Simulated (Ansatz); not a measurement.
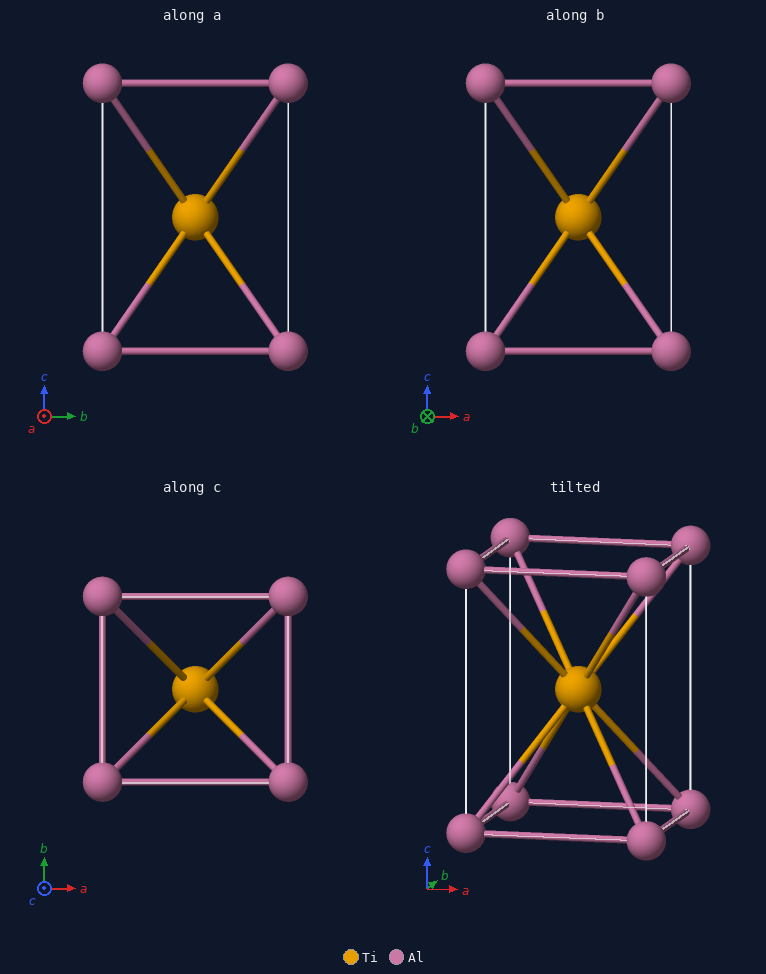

Crystal structure, ball-and-stick style, seen along the a axis, along the b axis, along the c axis and slightly off an axis. The conventional unit cell is drawn as a box.

Lattice parameters: a = 2.822 Å, b = 2.822 Å, c = 4.075 Å, α = 90.00°, β = 90.00°, γ = 90.00°. Put a along x and b in the xy plane.

Q: Write down what is shown as a POSCAR file.

A:
```
Ti Al
1.0
     2.822    0.000    0.000
     0.000    2.822    0.000
     0.000    0.000    4.075
Ti Al
1 1
Direct
  0.5000 0.5000 0.5000
  0.0000 0.0000 0.0000
```

The structure was taken from a structure type filled with these elements by a generator (whether the compound takes this form wasn't checked). Earlier steps of the study may have refined or changed the cell and positions. A calculation with Ansatz used it as input.
